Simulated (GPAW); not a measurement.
The cell below is Tl (P6_3/mmc, No. 194). Origin of the cell: an entry of the Crystallography Open Database, as set up for an electronic-structure calculation.

Space group P6_3/mmc (No. 194). a = 3.456 Å, b = 3.456 Å, c = 5.525 Å, α = 90.00°, β = 90.00°, γ = 120.00°
```
atom  site  symmetry       x       y       z
  Tl    2c      -6m2  0.6667  0.3333  0.7500
```

The atoms' radii are metallic radii: Tl 1.70 Å.

> Find the largest hole by geometry, and further ones that a grid search gives (radius above 0.15 Å; smaller ones may be missed, and maxima closer than 0.25 Å are merged).

```tsv
hole	site	x, y, z	radius (Å)	nearest atoms	shape
V1	2a	0.000, 0.000, 0.000	0.73	6 Tl	octahedral
V2	4f	0.333, 0.667, 0.630	0.40	4 Tl	tetrahedral
```

Nearest atoms are those whose sphere lies within 0.15 Å of the hole's sphere; in brackets, those within 0.5 Å. The largest sphere that fits anywhere has a diameter of 1.45 Å; the largest that can travel through the crystal, about 0.6 Å.

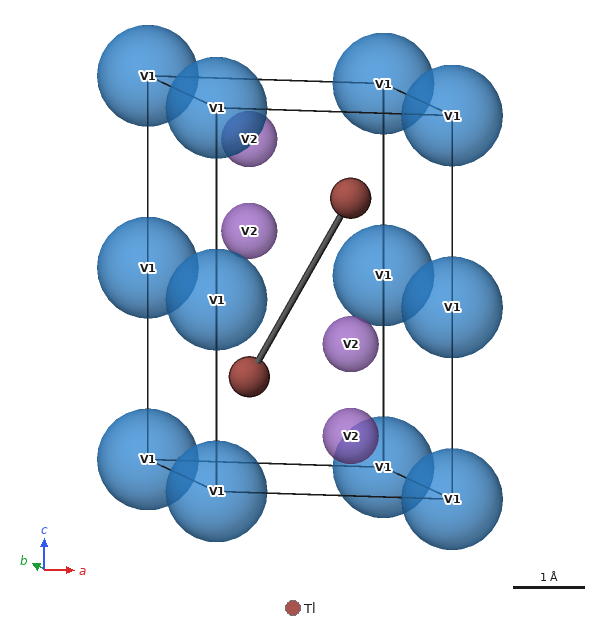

Translucent spheres (V1, V2) fill the 2 holes listed first by a grid search for holes with a radius above 0.15 Å (the largest is sure; smaller ones may be missed, and maxima closer than 0.25 Å are merged) at their true size; atoms are drawn smaller than their model radii. View slightly off an axis.
